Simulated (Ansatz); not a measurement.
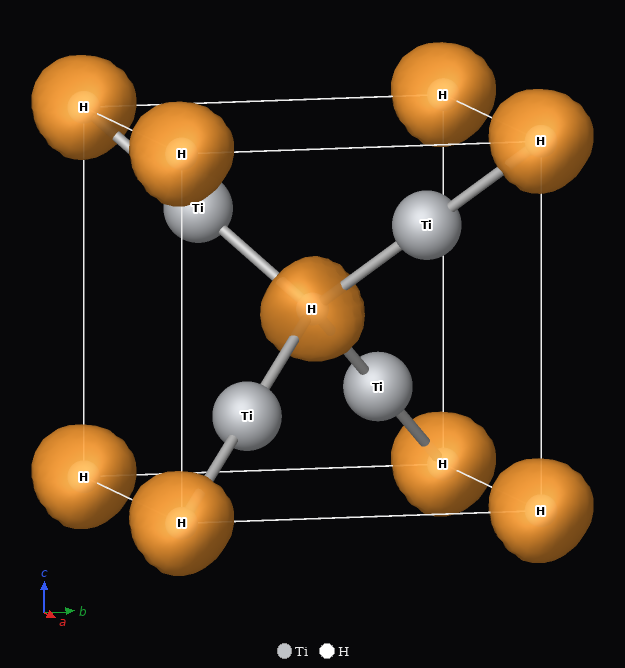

The picture shows: Ti2H. Isosurface of the ELF at 0.8 (orange), seen slightly off an axis. Only the valence region is drawn (cores and ρ < 0.01 e/Å³ removed). Sticks mark near contacts.

Space group Pn-3m; a structure from a database of computed crystals, not necessarily the ambient phase; computed without spin polarisation.

These are results of DFT r2SCAN, scalar-relativistic, plane waves, PAW in Ansatz 0.2.0, not measurements.

In a PAW calculation such maps are meaningful between the atoms, not at the nuclei.

Question: Describe the localisation domains.

Answer: At this value the surface marks out two regions around hydrogen nuclei, counted in one cell of 6 atoms. Any copies at cell faces, edges or corners count once. Profiles from the grid: Ti–H (1.83 Å): the ELF climbs to about 1 towards the hydrogen.

Question: Metal or insulator at this level of theory?

Answer: It is metallic or semimetallic at this level of theory: no gap opens.
